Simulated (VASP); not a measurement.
**Geometry relaxation, with input and output: AlPt (part 2 of 2)**

AlPt (8 atoms in the cell); Kohn-Sham DFT of a periodic cell, r2SCAN, VASP PAW PBE potentials, recommended, no spin polarisation (VASP 6.6.1); cutoff 600 eV, 8×8×8 k-mesh, methfessel-paxton of 0.1 eV. The structure derives from a Materials Project entry.

Geometry of the input (Å; fractional positions):
```
4.8789  0.0000  0.0000
0.0000  4.8789  0.0000
0.0000  0.0000  4.8789
Al 0.8440  0.8440  0.8440
Al 0.6560  0.1560  0.3440
Al 0.3440  0.6560  0.1560
Al 0.1560  0.3440  0.6560
Pt 0.1551  0.1551  0.1551
Pt 0.3449  0.8449  0.6551
Pt 0.6551  0.3449  0.8449
Pt 0.8449  0.6551  0.3449
```

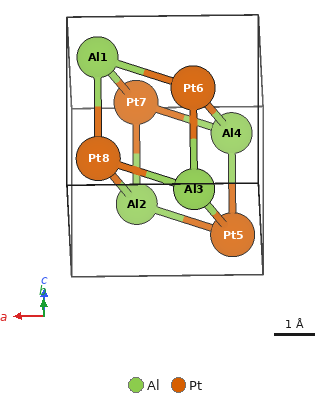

The geometry at step 1 of the log (ball-and-stick view of the cell of the calculation, seen at an oblique angle; atoms are numbered from 1 in the order of the input).

Parts of OUTCAR, continued:
```
 -----------------------------------------------------------------------------
  energy-cutoff  :      600.00
  volume of cell :      116.14
      direct lattice vectors                 reciprocal lattice vectors
     4.878932070  0.000000000  0.000000000     0.204962886  0.000000000  0.000000000
     0.000000000  4.878932070  0.000000000     0.000000000  0.204962886  0.000000000
     0.000000000  0.000000000  4.878932070     0.000000000  0.000000000  0.204962886

 POSITION                                       TOTAL-FORCE (eV/Angst)
 -----------------------------------------------------------------------------------
      4.11798      4.11798      4.11798         0.005587      0.005587      0.005587
      3.20042      0.76096      1.67851        -0.005587     -0.005587      0.005587
      1.67851      3.20042      0.76096         0.005587     -0.005587     -0.005587
      0.76096      1.67851      3.20042        -0.005587      0.005587     -0.005587
      0.75654      0.75654      0.75654        -0.003519     -0.003519     -0.003519
      1.68292      4.12239      3.19601         0.003519      0.003519     -0.003519
      3.19601      1.68292      4.12239        -0.003519      0.003519      0.003519
      4.12239      3.19601      1.68292         0.003519     -0.003519      0.003519
 -----------------------------------------------------------------------------------
    total drift:                               -0.000000     -0.000000      0.000000

  FREE ENERGIE OF THE ION-ELECTRON SYSTEM (eV)
  ---------------------------------------------------
  free  energy   TOTEN  =      -241.9186137166 eV

  energy  without entropy=     -241.9188995160  energy(sigma->0) =     -241.91870898

--------------------------------------- Ionic step        2  -------------------------------------------

 number of electron      52.0000008 magnetization

------------------------ aborting loop because EDIFF is reached ----------------------------------------

  FORCE on cell =-STRESS in cart. coord.  units (eV):
  Direction    XX          YY          ZZ          XY          YZ          ZX
  --------------------------------------------------------------------------------------
  -------------------------------------------------------------------------------------
  Total        0.2383838      0.2383838      0.2383838      0.0000000      0.0000000      0.0000000
  in kB        3.2970879      3.2970879      3.2970879      0.0000000      0.0000000      0.0000000
  external PRESSURE =       3.2970879 kB  Pullay stress =       0.0000000 kB

 VOLUME and BASIS-vectors are now :
 -----------------------------------------------------------------------------
  energy-cutoff  :      600.00
  volume of cell :      115.84
      direct lattice vectors                 reciprocal lattice vectors
     4.874748997 -0.000000000  0.000000000     0.205138767 -0.000000000 -0.000000000
     0.000000000  4.874748997 -0.000000000     0.000000000  0.205138767  0.000000000
     0.000000000 -0.000000000  4.874748997     0.000000000  0.000000000  0.205138767

 POSITION                                       TOTAL-FORCE (eV/Angst)
 -----------------------------------------------------------------------------------
      4.11471      4.11471      4.11471         0.004584      0.004584      0.004584
      3.19741      0.76004      1.67734        -0.004584     -0.004584      0.004584
      1.67734      3.19741      0.76004         0.004584     -0.004584     -0.004584
      0.76004      1.67734      3.19741        -0.004584      0.004584     -0.004584
      0.75572      0.75572      0.75572        -0.002443     -0.002443     -0.002443
      1.68165      4.11903      3.19310         0.002443      0.002443     -0.002443
      3.19310      1.68165      4.11903        -0.002443      0.002443      0.002443
      4.11903      3.19310      1.68165         0.002443     -0.002443      0.002443
 -----------------------------------------------------------------------------------
    total drift:                               -0.000000     -0.000000      0.000000

  FREE ENERGIE OF THE ION-ELECTRON SYSTEM (eV)
  ---------------------------------------------------
  free  energy   TOTEN  =      -241.9185833516 eV

  energy  without entropy=     -241.9189192810  energy(sigma->0) =     -241.91869533

--------------------------------------- Ionic step        3  -------------------------------------------

 number of electron      52.0000008 magnetization

 Free energy of the ion-electron system (eV)
  ---------------------------------------------------
  ext. energy  EPLUGINS =         0.00000000
  ---------------------------------------------------
  free energy    TOTEN  =      -241.91872307 eV

  energy without entropy =     -241.91903483  energy(sigma->0) =     -241.91882699

 E-fermi :  10.3637     XC(G=0): -13.1778     alpha+bet :-17.1059

 val. band max:       10.3493626627   @ k =   0.1250   0.1250   0.1250
 cond. band min:      10.3662366870   @ k =   0.3750   0.3750   0.0000
 fundamental gap:      0.0168740243
 Fermi energy:        10.3637356149

 k-point     1 :       0.0000    0.0000    0.0000
  band No.  band energies     occupation
      1      -1.3706      2.00000
      2       3.1603      2.00000
      3       3.1603      2.00000
      4       3.1603      2.00000
      5       4.6742      2.00000
      6       4.6742      2.00000
      7       4.6742      2.00000
      8       5.1970      2.00000
      9       5.1970      2.00000
     10       5.1970      2.00000
     11       5.6090      2.00000
     12       6.0897      2.00000
     13       6.0897      2.00000
     14       6.1556      2.00000
     15       6.1556      2.00000
     16       6.1556      2.00000
     17       7.1142      2.00000
     18       7.1142      2.00000
     19       7.1142      2.00000
     20       8.1972      2.00000
     21       8.1972      2.00000
     22       8.5388      2.00000
     23       8.5388      2.00000
     24       8.5388      2.00000
     25      10.1650      2.01665
     26      10.1650      2.01665
     27      10.1650      2.01665
     28      14.9220      0.00000
     29      14.9220      0.00000
     30      14.9220      0.00000
     31      14.9986      0.00000

 k-point     2 :       0.1250    0.0000    0.0000
  band No.  band energies     occupation
      1      -1.2495      2.00000
      2       2.8435      2.00000
      3       3.1888      2.00000
      4       3.2933      2.00000
      5       4.5239      2.00000
      6       4.6161      2.00000
      7       4.7829      2.00000
      8       5.0045      2.00000
      9       5.1512      2.00000
     10       5.5488      2.00000
     11       5.7271      2.00000
     12       5.7860      2.00000
     13       5.8378      2.00000
     14       6.0330      2.00000
     15       6.3033      2.00000
     16       6.4824      2.00000
     17       7.0050      2.00000
     18       7.1358      2.00000
     19       7.3560      2.00000
     20       8.1186      2.00000
     21       8.1357      2.00000
     22       8.1626      2.00000
     23       8.5045      2.00000
     24       9.0272      2.00000
     25       9.7342      2.00000
     26      10.0612      2.00016
     27      11.0110     -0.00000
     28      13.9722      0.00000
     29      14.2812      0.00000
     30      14.4401      0.00000
     31      14.4753      0.00000

 k-point     3 :       0.2500    0.0000    0.0000
  band No.  band energies     occupation
      1      -0.8912      2.00000
      2       2.2037      2.00000
      3       3.2525      2.00000
      4       3.3738      2.00000
      5       4.2783      2.00000
      6       4.5136      2.00000
      7       4.9372      2.00000
      8       5.1007      2.00000
      9       5.1071      2.00000
     10       5.5080      2.00000
     11       5.5367      2.00000
     12       5.7696      2.00000
     13       5.8216      2.00000
     14       6.2377      2.00000
     15       6.3557      2.00000
     16       6.7820      2.00000
     17       6.9686      2.00000
     18       7.1841      2.00000
     19       7.6546      2.00000
     20       7.7827      2.00000
     21       7.9960      2.00000
     22       8.0091      2.00000
     23       8.6538      2.00000
     24       8.8758      2.00000
     25       9.7827      2.00000
     26       9.9217      2.00000
     27      11.8850     -0.00000
     28      13.1766      0.00000
     29      13.2958      0.00000
     30      13.8005      0.00000
     31      13.9702      0.00000

 k-point     4 :       0.3750    0.0000    0.0000
  band No.  band energies     occupation
      1      -0.3123      2.00000
      2       1.3368      2.00000
      3       3.3174      2.00000
      4       3.4062      2.00000
      5       4.1670      2.00000
      6       4.3801      2.00000
      7       4.9997      2.00000
      8       5.1266      2.00000
      9       5.4246      2.00000
     10       5.4258      2.00000
     11       5.4420      2.00000
     12       5.5843      2.00000
     13       5.9254      2.00000
     14       6.4580      2.00000
     15       6.5966      2.00000
     16       6.8816      2.00000
     17       6.9152      2.00000
     18       7.1695      2.00000
     19       7.4567      2.00000
     20       7.7505      2.00000
     21       7.8628      2.00000
     22       8.1814      2.00000
     23       8.5488      2.00000
     24       8.9553      2.00000
     25       9.4518      2.00000
     26      10.0665      2.00022
     27      11.5156     -0.00000
     28      12.3950      0.00000
     29      13.4437      0.00000
     30      13.4541      0.00000
     31      14.6104      0.00000

 k-point     5 :       0.5000    0.0000    0.0000
  band No.  band energies     occupation
      1       0.4529      2.00000
      2       0.4529      2.00000
      3       3.3748      2.00000
      4       3.3748      2.00000
      5       4.2300      2.00000
      6       4.2300      2.00000
      7       5.1089      2.00000
      8       5.1089      2.00000
      9       5.3917      2.00000
     10       5.3917      2.00000
     11       5.5499      2.00000
     12       5.5499      2.00000
     13       6.2335      2.00000
     14       6.2335      2.00000
     15       6.8547      2.00000
     16       6.8547      2.00000
     17       6.8743      2.00000
     18       6.8743      2.00000
     19       7.6829      2.00000
     20       7.6829      2.00000
     21       7.9527      2.00000
     22       7.9527      2.00000
     23       8.8051      2.00000
     24       8.8051      2.00000
     25       9.6744      2.00000
     26       9.6744      2.00000
     27      11.7080     -0.00000
     28      11.7080     -0.00000
     29      13.3527      0.00000
     30      13.3527      0.00000
     31      15.2369      0.00000

 [... the levels of 18 k-points are left out ...]

 k-point    24 :       0.3750    0.1250    0.1250
  band No.  band energies     occupation
      1      -0.0896      2.00000
      2       1.5179      2.00000
      3       3.1587      2.00000
      4       3.4715      2.00000
      5       3.9550      2.00000
      6       4.2879      2.00000
      7       4.8054      2.00000
      8       5.1862      2.00000
      9       5.2570      2.00000
     10       5.4184      2.00000
     11       5.5005      2.00000
     12       5.7396      2.00000
     13       5.9348      2.00000
     14       6.4427      2.00000
     15       6.6177      2.00000
     16       6.7333      2.00000
     17       6.8703      2.00000
     18       7.2624      2.00000
     19       7.3378      2.00000
     20       7.6685      2.00000
     21       7.7810      2.00000
     22       8.0082      2.00000
     23       8.5875      2.00000
     24       8.8787      2.00000
     25       9.4519      2.00000
     26       9.8773      2.00000
     27      11.8061     -0.00000
     28      12.8425      0.00000
     29      13.3624      0.00000
     30      13.8934      0.00000
     31      14.2178      0.00000

 [... further k-points ...]

------------------------ aborting loop because EDIFF is reached ----------------------------------------

  FORCE on cell =-STRESS in cart. coord.  units (eV):
  Direction    XX          YY          ZZ          XY          YZ          ZX
  --------------------------------------------------------------------------------------
  -------------------------------------------------------------------------------------
  Total        0.0489474      0.0489474      0.0489474      0.0000000      0.0000000      0.0000000
  in kB        0.6761307      0.6761307      0.6761307      0.0000000      0.0000000      0.0000000
  external PRESSURE =       0.6761307 kB  Pullay stress =       0.0000000 kB

 VOLUME and BASIS-vectors are now :
 -----------------------------------------------------------------------------
  energy-cutoff  :      600.00
  volume of cell :      115.99
      direct lattice vectors                 reciprocal lattice vectors
     4.876819096 -0.000000000  0.000000000     0.205051691 -0.000000000 -0.000000000
     0.000000000  4.876819096 -0.000000000     0.000000000  0.205051691  0.000000000
     0.000000000 -0.000000000  4.876819096     0.000000000  0.000000000  0.205051691

 POSITION                                       TOTAL-FORCE (eV/Angst)
 -----------------------------------------------------------------------------------
      4.11633      4.11633      4.11633         0.005088      0.005088      0.005088
      3.19890      0.76049      1.67792        -0.005088     -0.005088      0.005088
      1.67792      3.19890      0.76049         0.005088     -0.005088     -0.005088
      0.76049      1.67792      3.19890        -0.005088      0.005088     -0.005088
      0.75613      0.75613      0.75613        -0.003029     -0.003029     -0.003029
      1.68228      4.12069      3.19454         0.003029      0.003029     -0.003029
      3.19454      1.68228      4.12069        -0.003029      0.003029      0.003029
      4.12069      3.19454      1.68228         0.003029     -0.003029      0.003029
 -----------------------------------------------------------------------------------
    total drift:                               -0.000000     -0.000000      0.000000

  FREE ENERGIE OF THE ION-ELECTRON SYSTEM (eV)
  ---------------------------------------------------
  free  energy   TOTEN  =      -241.9187230717 eV

  energy  without entropy=     -241.9190348268  energy(sigma->0) =     -241.91882699

 reached required accuracy - stopping structural energy minimisation
```

CONTCAR:
```
AlPt
   1.00000000000000
     4.8768190955793109   -0.0000000000000000    0.0000000000000000
     0.0000000000000000    4.8768190955793109   -0.0000000000000000
     0.0000000000000000   -0.0000000000000000    4.8768190955793109
  Al              Pt
     4     4
Direct
     0.8440599815848255    0.8440599815848255    0.8440599815848255
     0.6559400184151745    0.1559400184151744    0.3440599815848256
     0.3440599815848256    0.6559400184151745    0.1559400184151744
     0.1559400184151744    0.3440599815848256    0.6559400184151745
     0.1550454965401220    0.1550454965401220    0.1550454965401220
     0.3449545034598780    0.8449545034598781    0.6550454965401219
     0.6550454965401219    0.3449545034598780    0.8449545034598781
     0.8449545034598781    0.6550454965401219    0.3449545034598780

  0.00000000E+00  0.00000000E+00  0.00000000E+00
  0.00000000E+00  0.00000000E+00  0.00000000E+00
  0.00000000E+00  0.00000000E+00  0.00000000E+00
  0.00000000E+00  0.00000000E+00  0.00000000E+00
  0.00000000E+00  0.00000000E+00  0.00000000E+00
  0.00000000E+00  0.00000000E+00  0.00000000E+00
  0.00000000E+00  0.00000000E+00  0.00000000E+00
  0.00000000E+00  0.00000000E+00  0.00000000E+00
```

Trajectory as extended XYZ (Å, eV, eV/Å), 3 frames, from step=0 to step=2:
```
8
Lattice="4.8789 0.0000 0.0000 0.0000 4.8789 0.0000 0.0000 0.0000 4.8789" Properties=species:S:1:pos:R:3:forces:R:3 step=0 energy=-241.91861
Al    4.1180    4.1180    4.1180    0.0056   0.0056   0.0056
Al    3.2004    0.7610    1.6785   -0.0056  -0.0056   0.0056
Al    1.6785    3.2004    0.7610    0.0056  -0.0056  -0.0056
Al    0.7610    1.6785    3.2004   -0.0056   0.0056  -0.0056
Pt    0.7565    0.7565    0.7565   -0.0035  -0.0035  -0.0035
Pt    1.6829    4.1224    3.1960    0.0035   0.0035  -0.0035
Pt    3.1960    1.6829    4.1224   -0.0035   0.0035   0.0035
Pt    4.1224    3.1960    1.6829    0.0035  -0.0035   0.0035
8
Lattice="4.8747 -0.0000 0.0000 0.0000 4.8747 -0.0000 0.0000 -0.0000 4.8747" Properties=species:S:1:pos:R:3:forces:R:3 step=1 energy=-241.91858
Al    4.1147    4.1147    4.1147    0.0046   0.0046   0.0046
Al    3.1974    0.7600    1.6773   -0.0046  -0.0046   0.0046
Al    1.6773    3.1974    0.7600    0.0046  -0.0046  -0.0046
Al    0.7600    1.6773    3.1974   -0.0046   0.0046  -0.0046
Pt    0.7557    0.7557    0.7557   -0.0024  -0.0024  -0.0024
Pt    1.6817    4.1190    3.1931    0.0024   0.0024  -0.0024
Pt    3.1931    1.6817    4.1190   -0.0024   0.0024   0.0024
Pt    4.1190    3.1931    1.6817    0.0024  -0.0024   0.0024
8
Lattice="4.8768 -0.0000 0.0000 0.0000 4.8768 -0.0000 0.0000 -0.0000 4.8768" Properties=species:S:1:pos:R:3:forces:R:3 step=2 energy=-241.91872
Al    4.1163    4.1163    4.1163    0.0051   0.0051   0.0051
Al    3.1989    0.7605    1.6779   -0.0051  -0.0051   0.0051
Al    1.6779    3.1989    0.7605    0.0051  -0.0051  -0.0051
Al    0.7605    1.6779    3.1989   -0.0051   0.0051  -0.0051
Pt    0.7561    0.7561    0.7561   -0.0030  -0.0030  -0.0030
Pt    1.6823    4.1207    3.1945    0.0030   0.0030  -0.0030
Pt    3.1945    1.6823    4.1207   -0.0030   0.0030   0.0030
Pt    4.1207    3.1945    1.6823    0.0030  -0.0030   0.0030
```
